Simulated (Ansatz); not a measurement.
Ge

```cif
data_structure
_symmetry_space_group_name_H-M 'P 1'
_symmetry_Int_Tables_number 1
_cell_length_a 6.8352
_cell_length_b 6.8352
_cell_length_c 6.9393
_cell_angle_alpha 90.000
_cell_angle_beta 90.000
_cell_angle_gamma 90.000
_cell_volume 324.21
loop_
_atom_site_label
_atom_site_type_symbol
_atom_site_fract_x
_atom_site_fract_y
_atom_site_fract_z
_atom_site_occupancy
Ge1 Ge 0.64792 0.14792 0.35208 1
Ge2 Ge 0.14792 0.64792 0.85208 1
Ge3 Ge 0.35208 0.64792 0.14792 1
Ge4 Ge 0.85208 0.14792 0.64792 1
Ge5 Ge 0.14792 0.35208 0.64792 1
Ge6 Ge 0.64792 0.85208 0.14792 1
Ge7 Ge 0.35208 0.35208 0.35208 1
Ge8 Ge 0.85208 0.85208 0.85208 1
Ge9 Ge 0.85208 0.35208 0.14792 1
Ge10 Ge 0.35208 0.85208 0.64792 1
Ge11 Ge 0.14792 0.85208 0.35208 1
Ge12 Ge 0.64792 0.35208 0.85208 1
Ge13 Ge 0.35208 0.14792 0.85208 1
Ge14 Ge 0.85208 0.64792 0.35208 1
Ge15 Ge 0.14792 0.14792 0.14792 1
Ge16 Ge 0.64792 0.64792 0.64792 1
```

Space group Ibca; a structure from a database of computed crystals, not necessarily the ambient phase; changed on purpose from its base cell (strain -0.015 along x and y, +0.000 along z, atoms carried along); computed pressure about 2 GPa in this cell.

These are results of Ansatz 0.2.0, DFT PBEsol, scalar-relativistic, plane waves, PAW, not measurements.

**What will maps of the valence pseudo-density and electron localisation function show?**

Ge–Ge (2.46 Å): ρ at the midpoint is about 0.49 e/Å³; the ELF peaks at about 0.75 between the atoms.
Ge–Ge (2.46 Å): ρ at the midpoint is about 0.49 e/Å³; the ELF peaks at about 0.75 between the atoms.

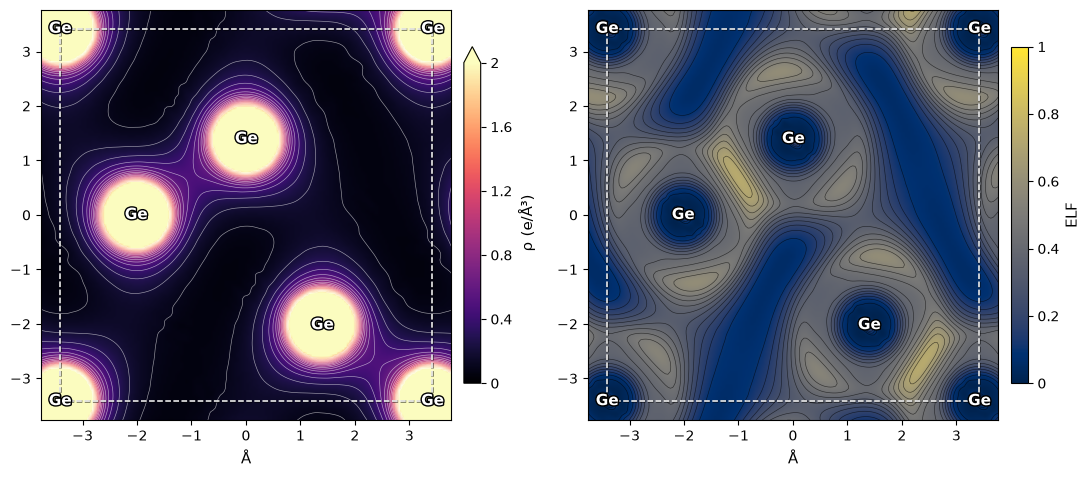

Computed valence pseudo-density and electron localisation function on the (001) plane of the conventional cell, in this order. 

In a PAW calculation such maps are meaningful between the atoms, not at the nuclei.
